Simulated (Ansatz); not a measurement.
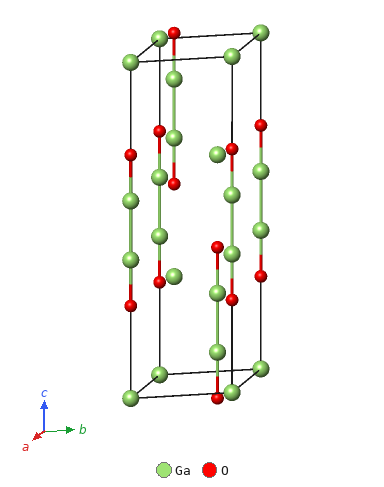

Structure drawing (ball-and-stick), viewed slightly off an axis. The parallelepiped is the conventional unit cell. Finite groups of bonded atoms are drawn whole. Cell: a = 4.35 Å, b = 4.35 Å, c = 14.40 Å, α = 90.00°, β = 90.00°, γ = 120.00°.

It goes back to a structure type filled with these elements by a generator (whether the compound takes this form wasn't checked). Earlier steps of the study may have refined or changed the cell and positions. An electronic-structure calculation with Ansatz was run on it.

Summary of the structure:

Formula: Ga3O2. The lattice is rhombohedral (trigonal R) and the space group R-3m (No. 166). With Z = 3, the cell contains 9 Ga, 6 O. Within bonding distance, the neighbour counts come to Ga 0 to 2 (mean 1.3) and O 1.

Theory: DFT PBE, scalar-relativistic, plane waves, PAW in Ansatz 0.2.0. Numerical settings: an energy cutoff of 420 eV, k-points about 0.14 Å⁻¹ apart, Gaussian smearing of 0.1 eV, no spin polarisation.

Predict the gap.

A metal: bands cross the Fermi level.

What are the atomic charges by Bader's partition?

Ga +0.45 to +0.91 e; O -1.14 e.

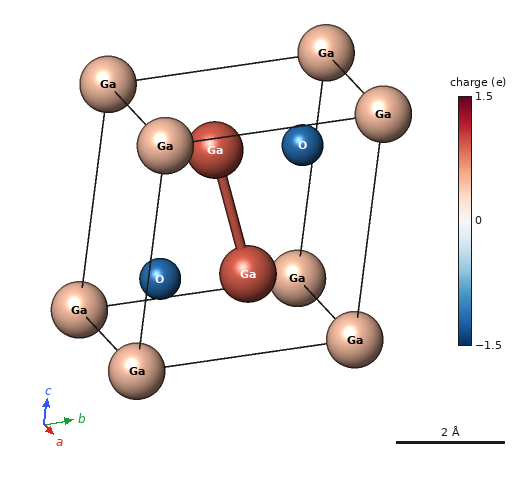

The atoms coloured by those charges. The run's cell of 5 atoms is drawn in a reduced setting, so axes and origin can differ from the first picture.

Has the structure come to rest?

Yes. All forces vanish to within 0.01 eV/Å. The pressure is 0.0 GPa, close to zero.
